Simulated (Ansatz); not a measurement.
InSb

```
In Sb
1.0
    -3.27131    3.27131    0.00000
     3.28771    3.28771    0.00000
     0.00000    0.00000   -6.55903
In Sb
2 2
Direct
  0.00000 0.00000 0.99955
  0.50000 0.50000 0.49955
  0.00000 0.50000 0.75045
  0.50000 0.00000 0.25045
```

Space group Imm2; started from the zincblende prototype, which need not be the ambient phase; changed on purpose from its base cell (shear xy strain +0.5%).

These are results of DFT, HSE06, plane waves, PAW (Ansatz), not measurements.

In a PAW calculation such maps are meaningful between the atoms, not at the nuclei.

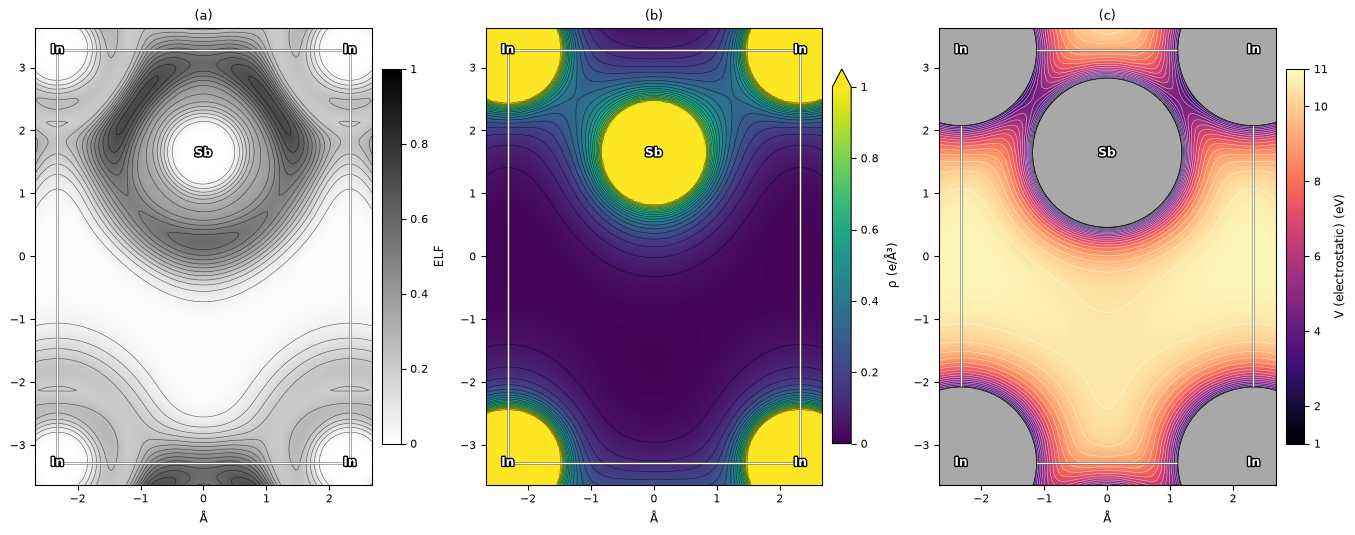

Figure 1. (a) ELF; (b) valence charge density (pseudo); (c) electrostatic potential energy of an electron on the (100) plane of the conventional cell. Grey discs cover the atomic cores in the potential map.

Interpret the plot.

Answer.
- The section cuts through In and Sb sites.
- In–Sb (2.84 Å): ρ is about 0.36 e/Å³ halfway; the ELF peaks at about 0.70 between the atoms.
- Between the atoms the lowest density in this plane is 0.007 e/Å³.
- Outside the cores the potential energy rises away from the atoms and is highest about 2.8 Å from the nearest atoms; its zero is arbitrary.

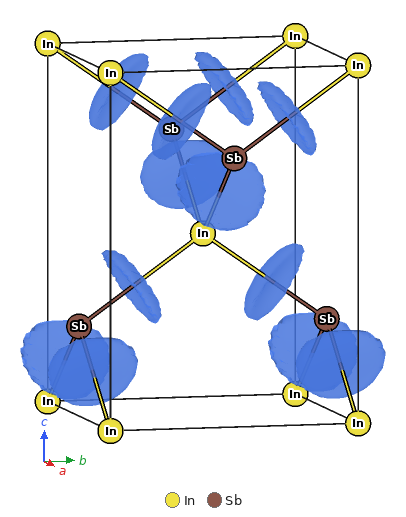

Figure 2. Isosurface of the electron localisation function at 0.65 (blue), seen slightly off an axis. Only the valence region is drawn (cores and ρ < 0.01 e/Å³ removed). Sticks mark near contacts.

Identify the bonds, lone pairs and shells in this picture.

Answer. The surface consists of eight regions between bonded In–Sb atoms (shared pairs), counted in one cell of 4 atoms. Any copies at cell faces, edges or corners count once.

Does the calculation give a band gap?

Answer. It is gapped, with a Kohn–Sham gap of 0.28 eV on the k-point mesh (the band edges may lie off the mesh, which would make the gap smaller).
